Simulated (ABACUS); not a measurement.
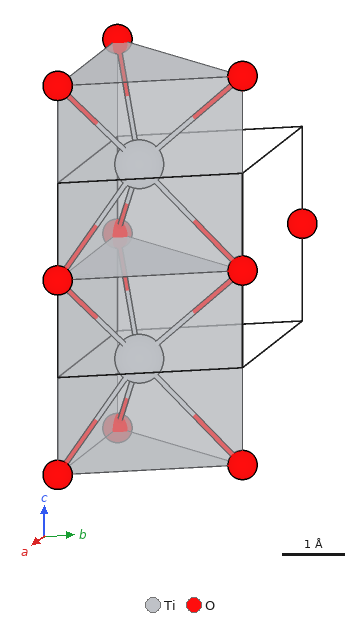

**Figure 1.** The structure as given in the input (polyhedral view of the cell of the calculation, seen slightly off an axis; polyhedra are completed across the faces of the cell).

**Single-point calculation at one volume of an equation of state of TiO (part 1 of 2)**

TiO (P-6m2, 2 atoms in the cell), computed with Kohn-Sham DFT of a periodic cell, LDA, PseudoDojo NC SR 0.4.1 LDA stringent, no spin polarisation (ABACUS 3.10.1).

The structure derives from an entry of the Crystallography Open Database. It belongs to a series of runs on one base structure; here: volume scaled by 1.06.

**The program's output**
```
ABACUS v3.10.1

               Atomic-orbital Based Ab-initio Computation at UStc

 ------------------------------------------------------------------------------------

 READING GENERAL INFORMATION
                           global_out_dir = OUT.TiO/
                           global_in_card = INPUT
                               pseudo_dir = ./
                              orbital_dir =
                                    DSIZE = 4
                                    GSIZE = 1

 READING UNITCELL INFORMATION
                                    ntype = 2
                  lattice constant (Bohr) = 1.88973
              lattice constant (Angstrom) = 1

 READING ATOM TYPE 1
                               atom label = Ti
                      L=0, number of zeta = 1
                      L=1, number of zeta = 1
                      L=2, number of zeta = 1
             number of atom for this type = 1

 READING ATOM TYPE 2
                               atom label = O
                      L=0, number of zeta = 1
                      L=1, number of zeta = 1
                      L=2, number of zeta = 1
             number of atom for this type = 1

                        TOTAL ATOM NUMBER = 2
DIRECT COORDINATES
    atom                   x                   y                   z     mag                  vx                  vy                  vz
taud_Ti1            0.6666666667        0.3333333333        0.0000000000  0.0000        0.0000000000        0.0000000000        0.0000000000
taud_O1            0.0000000000        0.0000000000        0.5000000000  0.0000        0.0000000000        0.0000000000        0.0000000000

                          Volume (Bohr^3) = 184.264
                             Volume (A^3) = 27.3051

 Lattice vectors: (Cartesian coordinate: in unit of a_0)
             +3.09045                  +0                  +0
             -1.54522            +2.67641                  +0
                   +0                  +0             +3.3012
 Reciprocal vectors: (Cartesian coordinate: in unit of 2 pi/a_0)
            +0.323578           +0.186818                  -0
                   -0           +0.373636                  -0
                   +0                  -0            +0.30292
 The esolver type has been set to : ksdft_pw

                PAO radial cut off (Bohr) = 7

 Read in pseudopotential file is Ti.upf
                     pseudopotential type = NC
          exchange-correlation functional = SLAPWNOGXNOGC
                 nonlocal core correction = 1
                        valence electrons = 12
                                     lmax = 2
                           number of zeta = 4
                     number of projectors = 6
                           L of projector = 0
                           L of projector = 0
                           L of projector = 1
                           L of projector = 1
                           L of projector = 2
                           L of projector = 2
 XC functional updated to : pz
          exchange-correlation functional = PZ
                PAO radial cut off (Bohr) = 7

 Read in pseudopotential file is O.upf
                     pseudopotential type = NC
          exchange-correlation functional = SLA PW NOGXNOGC
                 nonlocal core correction = 1
                        valence electrons = 6
                                     lmax = 2
                           number of zeta = 2
                     number of projectors = 5
                           L of projector = 0
                           L of projector = 0
                           L of projector = 1
                           L of projector = 1
                           L of projector = 2
 XC functional updated to : pz
          exchange-correlation functional = PZ
     initial pseudo atomic orbital number = 14

 SETUP THE ELECTRONS NUMBER
            electron number of element Ti = 12
      total electron number of element Ti = 12
             electron number of element O = 6
       total electron number of element O = 6
            AUTOSET number of electrons:  = 18
                           occupied bands = 9
                                   NBANDS = 13
                                   NLOCAL = 18

%%%%%%%%%%%%%%%%%%%%%%%%%%%%%%%%%%%%%%%%%%%%%%%%%%%%%%%%%%%%%%%%%%%%%%%%%%%%%%%%%%%%%%%%%%%%%%%%%%%%%%%%%%
 Warning: the number of valence electrons in pseudopotential > 4 for Ti: [Ar] 3d2 4s2
 Pseudopotentials with additional electrons can yield (more) accurate outcomes, but may be less efficient.
 If you're confident that your chosen pseudopotential is appropriate, you can safely ignore this warning.
%%%%%%%%%%%%%%%%%%%%%%%%%%%%%%%%%%%%%%%%%%%%%%%%%%%%%%%%%%%%%%%%%%%%%%%%%%%%%%%%%%%%%%%%%%%%%%%%%%%%%%%%%%

 SETUP THE PLANE WAVE BASIS
 energy cutoff for charge/potential (unit:Ry) = 368
            fft grid for charge/potential = [ 36, 36, 40 ]
                        fft grid division = [ 1, 1, 1 ]
        big fft grid for charge/potential = [ 36, 36, 40 ]
                                     nbxx = 51840
                                     nrxx = 51840

 SETUP PLANE WAVES FOR CHARGE/POTENTIAL
                    number of plane waves = 21885
                         number of sticks = 859

 PARALLEL PW FOR CHARGE/POTENTIAL
     PROC   COLUMNS(POT)             PW
        1            859          21885
 --------------- sum -------------------
        1            859          21885
                            number of |g| = 1061
                                  max |g| = 33.2652
                                  min |g| = 0

----------- Double Check Mixing Parameters Begin ------------
mixing_type: broyden
mixing_beta: 0.7
mixing_gg0: 1
mixing_gg0_min: 0.1
mixing_ndim: 8
----------- Double Check Mixing Parameters End ------------

 LATTICE VECTORS: (CARTESIAN COORDINATE: IN UNIT OF A0)
             +3.09045                  +0                  +0
             -1.54522            +2.67641                  +0
                   +0                  +0             +3.3012
                       right hand lattice = 1
                                   NORM_A = 3.09045
                                   NORM_B = 3.09045
                                   NORM_C = 3.3012
                           ALPHA (DEGREE) = 90
                           BETA  (DEGREE) = 90
                           GAMMA (DEGREE) = 120

 The lattice vectors have been changed (STRU_SIMPLE.cif)

(for optimal symmetric configuration:)
                             BRAVAIS TYPE = 4
                     BRAVAIS LATTICE NAME = 04. Hexagonal cell
                                    ibrav = 4
                                    IBRAV = 4
                                  BRAVAIS = HEXAGONAL CELL
                       LATTICE CONSTANT A = 3.09045
                                C/A RATIO = 1.0682
Original cell was already a primitive cell.
                        ROTATION MATRICES = 24
              PURE POINT GROUP OPERATIONS = 12
                   SPACE GROUP OPERATIONS = 12
                                       C2 = 3
                                       C3 = 2
                                       C4 = 0
                                       C6 = 0
                                       S1 = 4
                                       S3 = 2
                                       S4 = 0
                                       S6 = 0
                              POINT GROUP = D_3h
                                       C2 = 3
                                       C3 = 2
                                       C4 = 0
                                       C6 = 0
                                       S1 = 4
                                       S3 = 2
                                       S4 = 0
                                       S6 = 0
               POINT GROUP IN SPACE GROUP = D_3h

 SETUP K-POINTS
                                    nspin = 1
                   Input type of k points = Monkhorst-Pack(Gamma)
                                   nkstot = 384
                       right hand lattice = 1
(for reciprocal lattice: )
                             BRAVAIS TYPE = 4
                     BRAVAIS LATTICE NAME = 04. Hexagonal cell
                                    ibrav = 4
                       right hand lattice = 1
(for k-lattice: )
                             BRAVAIS TYPE = 4
                     BRAVAIS LATTICE NAME = 04. Hexagonal cell
                                    ibrav = 4
                       right hand lattice = 1
                        ROTATION MATRICES = 24
                               nkstot_ibz = 40
K-POINTS REDUCTION ACCORDING TO SYMMETRY
     IBZ    DIRECT_X    DIRECT_Y    DIRECT_Z  WEIGHT  ibz2bz
       1  0.00000000  0.00000000  0.00000000  0.0026       0
       2 -0.12500000  0.12500000  0.00000000  0.0156       1
       3 -0.25000000  0.25000000  0.00000000  0.0156       2
       4 -0.37500000  0.37500000  0.00000000  0.0156       3
       5  0.50000000  0.50000000  0.00000000  0.0078       4
       6 -0.12500000  0.25000000  0.00000000  0.0156       9
       7 -0.25000000  0.37500000  0.00000000  0.0312      10
       8  0.50000000  0.37500000  0.00000000  0.0312      11
       9  0.50000000  0.25000000  0.00000000  0.0156      18
      10  0.37500000  0.37500000  0.00000000  0.0156      19
      11  0.00000000  0.00000000  0.16666667  0.0052      64
      12 -0.12500000  0.12500000  0.16666667  0.0312      65
      13 -0.25000000  0.25000000  0.16666667  0.0312      66
      14 -0.37500000  0.37500000  0.16666667  0.0312      67
      15  0.50000000  0.50000000  0.16666667  0.0156      68
      16 -0.12500000  0.25000000  0.16666667  0.0312      73
      17 -0.25000000  0.37500000  0.16666667  0.0625      74
      18  0.50000000  0.37500000  0.16666667  0.0625      75
      19  0.50000000  0.25000000  0.16666667  0.0312      82
      20  0.37500000  0.37500000  0.16666667  0.0312      83
      21  0.00000000  0.00000000  0.33333333  0.0052     128
      22 -0.12500000  0.12500000  0.33333333  0.0312     129
      23 -0.25000000  0.25000000  0.33333333  0.0312     130
      24 -0.37500000  0.37500000  0.33333333  0.0312     131
      25  0.50000000  0.50000000  0.33333333  0.0156     132
      26 -0.12500000  0.25000000  0.33333333  0.0312     137
      27 -0.25000000  0.37500000  0.33333333  0.0625     138
      28  0.50000000  0.37500000  0.33333333  0.0625     139
      29  0.50000000  0.25000000  0.33333333  0.0312     146
      30  0.37500000  0.37500000  0.33333333  0.0312     147
[... 10 further k points ...]

                               nkstot now = 40
[... K-POINTS DIRECT COORDINATES: 40 rows ...]

           k-point number in this process = 10
       minimum distributed K point number = 10
[... stars of the k points ...]

[... K-POINTS CARTESIAN COORDINATES: 10 rows ...]

[... K-POINTS DIRECT COORDINATES: 10 rows ...]

 SETUP PLANE WAVES FOR WAVE FUNCTIONS
     energy cutoff for wavefunc (unit:Ry) = 92
              fft grid for wave functions = [ 36, 36, 40 ]
                    number of plane waves = 3825
                         number of sticks = 265

 PARALLEL PW FOR WAVE FUNCTIONS
     PROC   COLUMNS(POT)             PW
        1            265           3825
 --------------- sum -------------------
        1            265           3825

 SETUP NONLOCAL PSEUDOPOTENTIALS IN PLANE WAVE BASIS
 Ti non-local projectors:
 projector 1 L=0
 projector 2 L=0
 projector 3 L=1
 projector 4 L=1
 projector 5 L=2
 projector 6 L=2
 O non-local projectors:
 projector 1 L=0
 projector 2 L=0
 projector 3 L=1
 projector 4 L=1
 projector 5 L=2
      TOTAL NUMBER OF NONLOCAL PROJECTORS = 31

 Init Non-Local PseudoPotential table :
 Init Non-Local-Pseudopotential done.

                                     npwx = 2773

 Make real space PAO into reciprocal space.
       max mesh points in Pseudopotential = 701
     dq(describe PAO in reciprocal space) = 0.01
                                    max q = 1155

 number of pseudo atomic orbitals for Ti is 4
WARNING: norm of atomic wavefunction # 3 of atomic type Ti is 0.999558, renormalized
WARNING: norm of atomic wavefunction # 4 of atomic type Ti is 0.991186, renormalized

 number of pseudo atomic orbitals for O is 2
WARNING: norm of atomic wavefunction # 2 of atomic type O is 0.99998, renormalized

 -------------------------------------------
 SELF-CONSISTENT
 -------------------------------------------
                                 init_chg = atomic

 PW ALGORITHM --------------- ION=   1  ELEC=   1--------------------------------

 Density error is 0.477483383923
                          Error Threshold = 0.01
----------------------------------------------------------
     Energy           Rydberg                 eV
----------------------------------------------------------
 E_KohnSham     -151.5785573628      -2062.3320747545
 E_Harris       -152.9415273503      -2080.8762327873
 E_Fermi        0.8299726042         11.2923566014
----------------------------------------------------------

 PW ALGORITHM --------------- ION=   1  ELEC=   2--------------------------------

 Density error is 3.7190216947
                          Error Threshold = 0.00265268546624
----------------------------------------------------------
     Energy           Rydberg                 eV
----------------------------------------------------------
 E_KohnSham     -151.2222258848      -2057.4839362760
 E_Harris       -148.4027626238      -2019.1231706248
 E_Fermi        0.6834589535         9.2989361169
----------------------------------------------------------

 PW ALGORITHM --------------- ION=   1  ELEC=   3--------------------------------

 Density error is 0.070387442156
                          Error Threshold = 0.00265268546624
----------------------------------------------------------
     Energy           Rydberg                 eV
----------------------------------------------------------
 E_KohnSham     -151.8279818328      -2065.7256687665
 E_Harris       -152.5942021099      -2076.1506304578
 E_Fermi        0.8100539827         11.0213498529
----------------------------------------------------------

 PW ALGORITHM --------------- ION=   1  ELEC=   4--------------------------------

 Density error is 0.0183198928103
                          Error Threshold = 0.000391041345311
----------------------------------------------------------
     Energy           Rydberg                 eV
----------------------------------------------------------
 E_KohnSham     -151.8250361503      -2065.6855907006
 E_Harris       -152.1849324108      -2070.5822305321
 E_Fermi        0.7936224982         10.7977880368
----------------------------------------------------------

 PW ALGORITHM --------------- ION=   1  ELEC=   5--------------------------------

 Density error is 0.000341498170841
                          Error Threshold = 0.00010177718228
----------------------------------------------------------
     Energy           Rydberg                 eV
```
